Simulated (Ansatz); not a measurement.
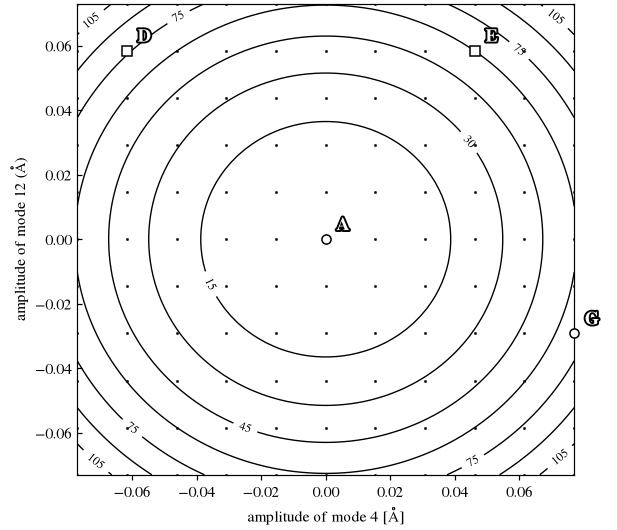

AlRu (Pm-3m, No. 221; 4 atoms in the cell). The energy is mapped over two normal modes frozen in (zone-centre modes of the 4-atom cell of this scan, which folds in the wave vector (0, 0, 1/2) of the primitive cell). First axis: amplitude of mode 4 (164 cm⁻¹), largest displacement. Second axis: amplitude of mode 12 (336 cm⁻¹), largest displacement. Nothing is relaxed (the cell and all other modes fixed). The grid has 11 × 11 points; 36 points were computed and 85 follow by symmetry. Points are written as (first, second). All energies are given in meV per cell relative to the lowest grid point. The calculation used DFT PBEsol, scalar-relativistic, plane waves, PAW (Ansatz). Settings: cutoff 420 eV, k-mesh 16×16×8 in the order of the run's cell vectors, gaussian smearing 0.15 eV, no spin polarisation.

Drawn: contour lines labelled in meV, dots at the grid points, lettered points. Between grid points the surface is interpolated.

Question: What kind of point is each of A, D, E: minimum, saddle, maximum or slope?

Answer: A: minimum; D: on a slope; E: on a slope. (In these two coordinates alone; a stationary point may lie a little off the grid point.)

Question: Rank the lettered points by energy, lowest first.

Answer: A (0 meV), E (60 meV), G (69 meV), D (77 meV).

PAW datasets: the set soft_1.
